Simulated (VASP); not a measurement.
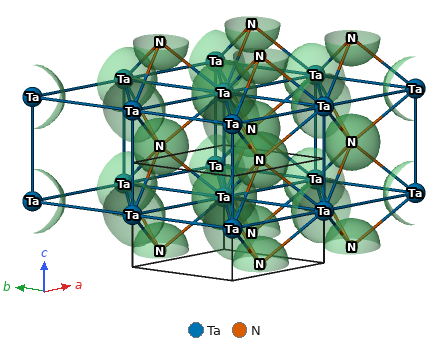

The picture shows: TaN. Isosurface of the valence electron density at 1 e/Å³ (green), seen at an oblique angle. Sticks mark near contacts.

Space group P-6m2.

These are results of VASP 6.6.1, Kohn-Sham DFT of a periodic cell, r2SCAN, VASP PAW PBE potentials, recommended, not measurements.

In a PAW calculation such maps are meaningful between the atoms, not at the nuclei.

### What does this surface tell about the bonding?

At this value the density breaks into separate islands; it holds about 55 % of the electrons treated as valence. It bridges none of the near contacts. It is pinched off along the shortest Ta–N (2.23 Å), Ta–Ta (2.88 Å) and Ta–Ta (2.94 Å) contacts. On the grid the lowest density along these lines, outside the cores, is 0.53 e/Å³ (Ta–N, 2.23 Å), 0.29 e/Å³ (Ta–Ta, 2.88 Å) and 0.29 e/Å³ (Ta–Ta, 2.94 Å).
